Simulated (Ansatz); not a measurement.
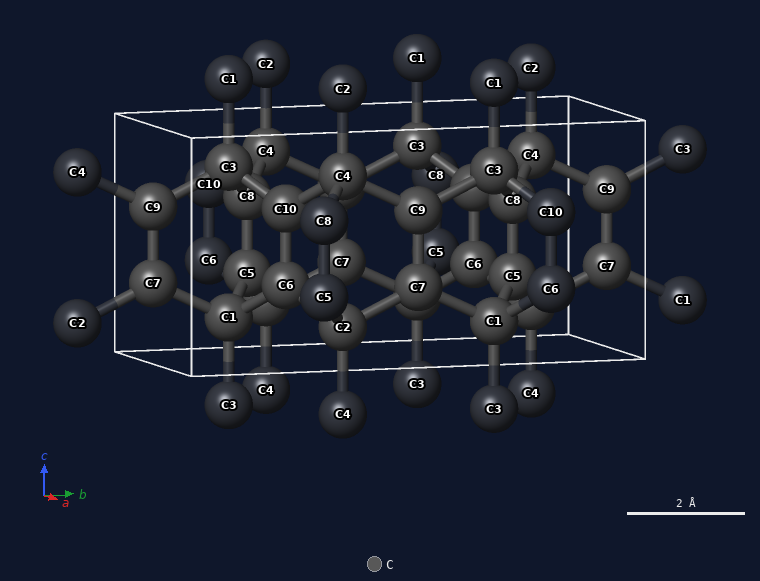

Fig. 1: The structure (ball-and-stick view of the cell 2 times as large as that of the calculation, set on its symmetry axes, seen slightly off an axis; neighbours outside the cell are drawn fainter; atoms are numbered from 1 in the order of the input). An atom can appear more than once, as a periodic image.

**Two runs on C**

System: C (10 atoms in the cell).
Method of the first run: DFT LDA, scalar-relativistic, plane waves, PAW, no spin polarisation (Ansatz 0.2.0).

The structure derives from an entry of the Crystallography Open Database. Text and figures count atoms from 1; the logs count them from 0 in places.

### Input, the first run
```yaml
crystal:
  lattice:
    - [4.0587127227, 0.0, 0.0]
    - [-2.0293563614, 4.135233323, 0.0]
    - [0.0, 0.0, 4.1319840921]
  atoms:
    - { symbol: C, position: [0.6666666667, 0.3333333333, 0.1834601087] }
    - { symbol: C, position: [0.3333333333, 0.6666666667, 0.1834601087] }
    - { symbol: C, position: [0.6666666667, 0.3333333333, 0.8165398913] }
    - { symbol: C, position: [0.3333333333, 0.6666666667, 0.8165398913] }
    - { symbol: C, position: [0.5, 0.5, 0.3395339677] }
    - { symbol: C, position: [0.0, 0.5, 0.3395339677] }
    - { symbol: C, position: [0.5, 0.0, 0.3395339677] }
    - { symbol: C, position: [0.5, 0.5, 0.6604660323] }
    - { symbol: C, position: [0.5, 0.0, 0.6604660323] }
    - { symbol: C, position: [0.0, 0.5, 0.6604660323] }
basis:
  ecutwfc: 420
kpoints:
  mp_grid: { grid: [12, 12, 10] }
hamiltonian:
  xc: lda
scf:
  occupations: { method: gaussian, width: 0.15 }
output:
  forces: true
  stress: true
  eigenvalues: true
```

Command:
```bash
ansatz run input.yaml --threads 2 --pin off --max-ram 5120MiB --backend cpu --events-out ev --progress --plain --runs-dir out
```

Hardware: 2 threads of Arm Neoverse V2, 24 GiB of memory available, shared host.

### Output, shortened to warnings, some set-up lines, iterations and results (the first run)
```
Basis set: ecut = 420 eV, 1375 PW (Γ)
Symmetry: 8 space group operations
k-points: 258 of 1440
Initial density: superposition of atomic densities (neutral atoms: chi_scale 0, normalization atom), corrected by the library's trained network
[...]
SCF iter   1: F=—  HF=-2421.445499 eV  |F-HF|=—  |Δ(HF+E_count)|=         —  Δρ=2.20e-2  dr2=3.10e-1  ethr=1.77e-3  ⟨swp⟩=5.8  Hψ=37447  notcnv=0  defer=267
SCF iter   2: F=—  HF=-2421.384977 eV  |F-HF|=—  |Δ(HF+E_count)|=   6.05e-2  Δρ=1.22e-2  dr2=1.52e-1  ethr=7.76e-4  ⟨swp⟩=2.1  Hψ=16125  notcnv=0  defer=895
SCF iter   3: F=—  HF=-2421.338339 eV  |F-HF|=—  |Δ(HF+E_count)|=   4.66e-2  Δρ=2.63e-3  dr2=7.51e-3  ethr=3.80e-4  ⟨swp⟩=2.1  Hψ=13148  notcnv=0  defer=895
SCF iter   4: F=—  HF=-2421.336262 eV  |F-HF|=—  |Δ(HF+E_count)|=   2.08e-3  Δρ=3.83e-4  dr2=8.93e-5  ethr=1.88e-5  ⟨swp⟩=2.0  Hψ=11886  notcnv=0  defer=881
SCF iter   5: F=—  HF=-2421.336264 eV  |F-HF|=—  |Δ(HF+E_count)|=   2.58e-6  Δρ=6.77e-5  dr2=3.51e-6  ethr=2.23e-7  ⟨swp⟩=2.0  Hψ=11666  notcnv=0  defer=881
SCF iter   6: F=—  HF=-2421.336266 eV  |F-HF|=—  |Δ(HF+E_count)|=   1.37e-6  Δρ=1.43e-5  dr2=1.92e-7  ethr=8.77e-9  ⟨swp⟩=2.0  Hψ=11554  notcnv=0  defer=881
SCF iter   7: F=-2421.336266 eV  HF=-2421.336266 eV  |F-HF|=5.91e-9  |Δ(HF+E_count)|=   1.04e-8  Δρ=3.81e-6  dr2=1.45e-8  ethr=2.50e-10  ⟨swp⟩=12.3  Hψ=38957  notcnv=0
SCF 1 converged in 7 iterations: F = -2421.336266 eV  dr2 = 1.45e-8
SCF converged after 7 iterations
Free energy (F): -2421.336266 eV
Harris-Foulkes:  -2421.336266 eV  (|F-HF|=5.91e-9)
Internal energy: -2421.321701 eV  (E = F + TS)
E sigma→0 (E₀):  -2421.328983 eV
Entropy (-TS):   -0.014565 eV (-1.456 meV/atom)
Fermi energy:    11.081069 eV
--- Per-component energies (eV) ---
  E_band       = 9.829375
  E_kinetic    = 960.068613
  E_local      = -1531.895455  (includes V_loc(G=0)·N_el)
  E_nonlocal   = 293.312974
  E_hartree    = 489.405184
  E_xc         = -489.655253
  E_vxc        = -609.597035  (∫ρ·V_xc dr)
  E_paw        = -922.526383  (= ΣΔE_a)
  E_vpaw       = -80.867281  (= ΣTr[D̂ρ^β])
  E_aug_tail   = 0.000101  (compensation charges beyond the density's cutoff)
  E_ewald      = -1220.659807
  E_core_change = 0.628325  (= ΣΔE_core)
  E_smearing   = -0.014565  (= −TS)
  E_closure    = -0.000000  (closes the sum)
  Σ components = -2421.336266   (vs F -2421.336266, Δ=0.00e0)
--- Forces (eV/Å), atoms counted from 1 ---
  atom   1  C      0.00000000    -4.21494714    -2.57455110
  atom   2  C     -0.00000000     4.21494714    -2.57455110
  atom   3  C      0.00000000    -4.21494714     2.57455110
  atom   4  C     -0.00000000     4.21494714     2.57455110
  atom   5  C      0.00000000     0.00000000    -0.54830379
  atom   6  C      0.00000000     0.00000000    -0.54830379
  atom   7  C      0.00000000     0.00000000    -0.55487751
  atom   8  C      0.00000000     0.00000000     0.54830379
  atom   9  C      0.00000000     0.00000000     0.55487751
  atom  10  C      0.00000000     0.00000000     0.54830379
  max |Σ_I F_I| component: 5.55e-16 eV/Å
--- Stress (GPa, compression-positive) ---
       86.754174       0.000000       0.000000
        0.000000      43.310957       0.000000
        0.000000       0.000000      28.385894
  P = ⅓ Tr σ = 52.8170 GPa (528.170 kbar)
```

The input of the second run differs as follows (lines with − go, lines with + come):
```diff
-    - [4.0587127227, 0.0, 0.0]
-    - [-2.0293563614, 4.135233323, 0.0]
+    - [4.4168344336, 0.0, 0.0]
+    - [-2.2084172168, 4.135233323, 0.0]
```

Predict how the results change.

With the same functional and potentials, the second run lies 247.0 meV per atom lower. The pressure goes from 52.82 to 21.53 GPa. The largest force goes from 4.939 to 1.652 eV/Å. The volume per atom goes from 6.94 to 7.55 Å³. The number of SCF iterations is the same. The plane waves at Γ go from 1375 to 1471.

### Output, shortened to warnings, some set-up lines, iterations and results (the second run)
```
Basis set: ecut = 420 eV, 1471 PW (Γ)
Symmetry: 8 space group operations
k-points: 258 of 1440
Initial density: superposition of atomic densities (neutral atoms: chi_scale 0, normalization atom), corrected by the library's trained network
[...]
SCF iter   1: F=—  HF=-2423.914419 eV  |F-HF|=—  |Δ(HF+E_count)|=         —  Δρ=2.15e-2  dr2=3.49e-1  ethr=1.77e-3  ⟨swp⟩=6.0  Hψ=37256  notcnv=0  defer=225
SCF iter   2: F=—  HF=-2423.887046 eV  |F-HF|=—  |Δ(HF+E_count)|=   2.74e-2  Δρ=1.42e-2  dr2=2.54e-1  ethr=8.74e-4  ⟨swp⟩=2.2  Hψ=16532  notcnv=0  defer=916
SCF iter   3: F=—  HF=-2423.808535 eV  |F-HF|=—  |Δ(HF+E_count)|=   7.85e-2  Δρ=2.75e-3  dr2=8.40e-3  ethr=6.35e-4  ⟨swp⟩=2.1  Hψ=12678  notcnv=0  defer=916
SCF iter   4: F=—  HF=-2423.806789 eV  |F-HF|=—  |Δ(HF+E_count)|=   1.75e-3  Δρ=5.53e-4  dr2=3.74e-4  ethr=2.10e-5  ⟨swp⟩=2.2  Hψ=12515  notcnv=0  defer=882
SCF iter   5: F=—  HF=-2423.806762 eV  |F-HF|=—  |Δ(HF+E_count)|=   2.64e-5  Δρ=1.35e-4  dr2=1.40e-5  ethr=9.35e-7  ⟨swp⟩=2.1  Hψ=10407  notcnv=0  defer=882
SCF iter   6: F=—  HF=-2423.806763 eV  |F-HF|=—  |Δ(HF+E_count)|=   3.11e-7  Δρ=3.54e-5  dr2=1.12e-6  ethr=3.51e-8  ⟨swp⟩=2.0  Hψ=11914  notcnv=0  defer=882
SCF iter   7: F=-2423.806762 eV  HF=-2423.806762 eV  |F-HF|=1.04e-8  |Δ(HF+E_count)|=   2.51e-7  Δρ=5.36e-6  dr2=1.38e-8  ethr=2.50e-10  ⟨swp⟩=12.5  Hψ=41267  notcnv=0
SCF 1 converged in 7 iterations: F = -2423.806762 eV  dr2 = 1.38e-8
SCF converged after 7 iterations
Free energy (F): -2423.806762 eV
Harris-Foulkes:  -2423.806762 eV  (|F-HF|=1.04e-8)
Internal energy: -2423.789763 eV  (E = F + TS)
E sigma→0 (E₀):  -2423.798263 eV
Entropy (-TS):   -0.016999 eV (-1.700 meV/atom)
Fermi energy:    9.477810 eV
--- Per-component energies (eV) ---
  E_band       = -18.808329
  E_kinetic    = 937.602955
  E_local      = -1585.593721  (includes V_loc(G=0)·N_el)
  E_nonlocal   = 287.119646
  E_hartree    = 511.078243
  E_xc         = -483.557816
  E_vxc        = -601.716768  (∫ρ·V_xc dr)
  E_paw        = -920.347292  (= ΣΔE_a)
  E_vpaw       = -78.375904  (= ΣTr[D̂ρ^β])
  E_aug_tail   = 0.000099  (compensation charges beyond the density's cutoff)
  E_ewald      = -1170.720202
  E_core_change = 0.628325  (= ΣΔE_core)
  E_smearing   = -0.016999  (= −TS)
  E_closure    = 0.000000  (closes the sum)
  Σ components = -2423.806762   (vs F -2423.806762, Δ=0.00e0)
--- Forces (eV/Å), atoms counted from 1 ---
  atom   1  C      0.00000000    -1.37505795    -0.91472727
  atom   2  C      0.00000000     1.37505795    -0.91472727
  atom   3  C     -0.00000000    -1.37505795     0.91472727
  atom   4  C     -0.00000000     1.37505795     0.91472727
  atom   5  C      0.00000000     0.00000000    -0.07324295
  atom   6  C      0.00000000     0.00000000    -0.07324295
  atom   7  C      0.00000000     0.00000000    -0.23471450
  atom   8  C     -0.00000000    -0.00000000     0.07324295
  atom   9  C     -0.00000000    -0.00000000     0.23471450
  atom  10  C     -0.00000000    -0.00000000     0.07324295
  max |Σ_I F_I| component: 3.19e-16 eV/Å
--- Stress (GPa, compression-positive) ---
       42.942696      -0.000000      -0.000000
       -0.000000      13.914737       0.000000
       -0.000000       0.000000       7.738819
  P = ⅓ Tr σ = 21.5321 GPa (215.321 kbar)
```

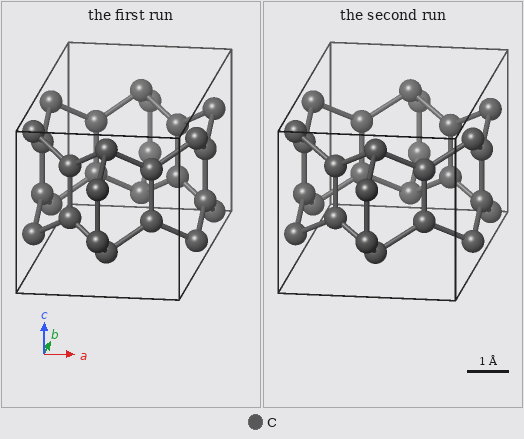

Fig. 2: The two input geometries at one scale (ball-and-stick view of the cell 2 times as large as that of the calculation, set on its symmetry axes, seen at an oblique angle). The atoms keep their places relative to the cell (all moves are under 0.005 Å). Cell: a 4.059 → 4.417 Å (+8.8 %), b stays at 8.270 Å, c stays at 4.132 Å. Volume +8.8 %. Among the contacts that change: C–C 1.386 → 1.453 Å.

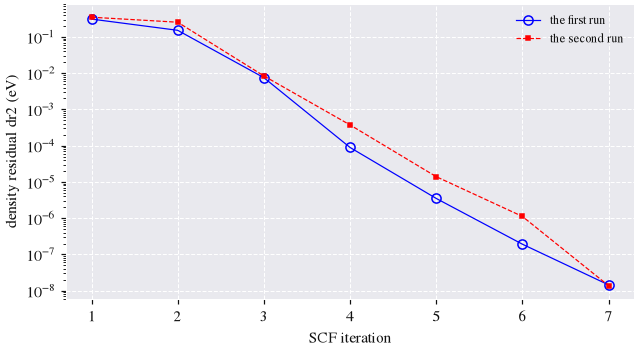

Fig. 3: Convergence of the two runs: density residual dr2 against the SCF iteration. The first run takes 7 iterations in all, and the second run takes 7.

### The two runs side by side

| quantity | the first run | the second run |
| --- | --- | --- |
| outcome | converged | converged |
| free energy per atom (eV) | −242.1336 | −242.3807 |
| energy per atom, smearing taken to zero (eV) | −242.1329 | −242.3798 |
| gap on the mesh (eV) | 0.00 | 0.00 |
| pressure (GPa) | 52.82 | 21.53 |
| volume per atom (Å³) | 6.94 | 7.55 |
| largest force (eV/Å) | 4.939 | 1.652 |
| SCF iterations | 7 | 7 |
| irreducible k-points | 258 | 258 |
| plane waves at Γ | 1375 | 1471 |
| wall time (shared host) | 13 s | 14 s |
